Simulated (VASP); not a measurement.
```yaml
crystal:
  lattice:
    - [3.63738, 0.00000, 0.00000]
    - [0.00000, 3.63738, 0.00000]
    - [0.00000, 0.00000, 3.63738]
  atoms:
    - { symbol: Cu, position: [0.00000, 0.50000, 0.50000] }
    - { symbol: Cu, position: [0.50000, 0.00000, 0.50000] }
    - { symbol: Cu, position: [0.50000, 0.50000, 0.00000] }
    - { symbol: Al, position: [0.00000, 0.00000, 0.00000] }
```

Space group Pm-3m; a structure from a database of computed crystals, not necessarily the ambient phase.

Level of theory: Kohn-Sham DFT of a periodic cell, PBEsol, VASP PAW PBE potentials, recommended (VASP 6.6.1).

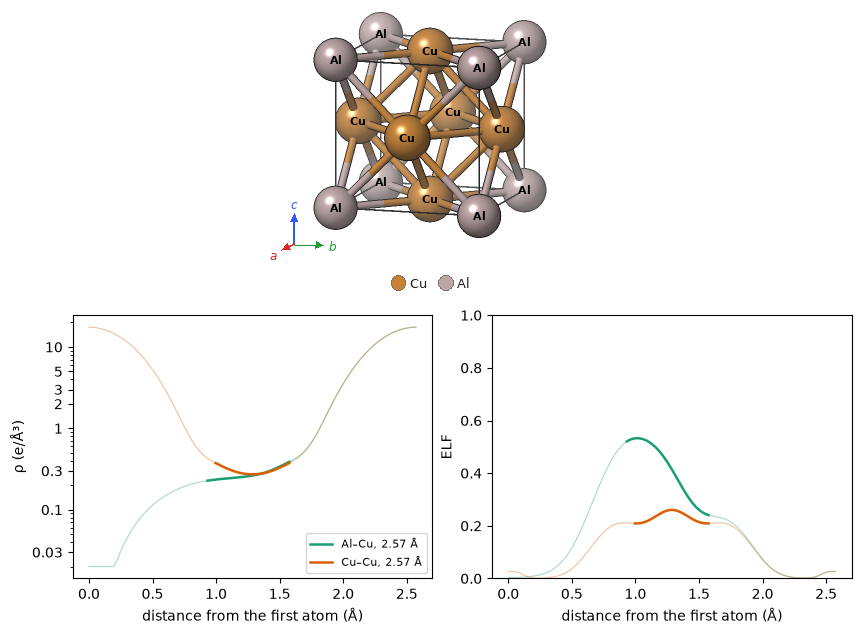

AlCu3. Valence pseudo-density and electron localisation function along straight lines between neighbouring atoms. Thin, pale parts lie inside the atomic spheres. The structure is drawn too.

In a PAW calculation such maps are meaningful between the atoms, not at the nuclei.

> What can be read from the curves?

Al–Cu (2.57 Å): the density is about 0.26 e/Å³ at the midpoint; the ELF is about 0.40 at the midpoint.
Cu–Cu (2.57 Å): ρ is about 0.27 e/Å³ halfway; the ELF is about 0.25 at the midpoint (no localised pair shows between them).
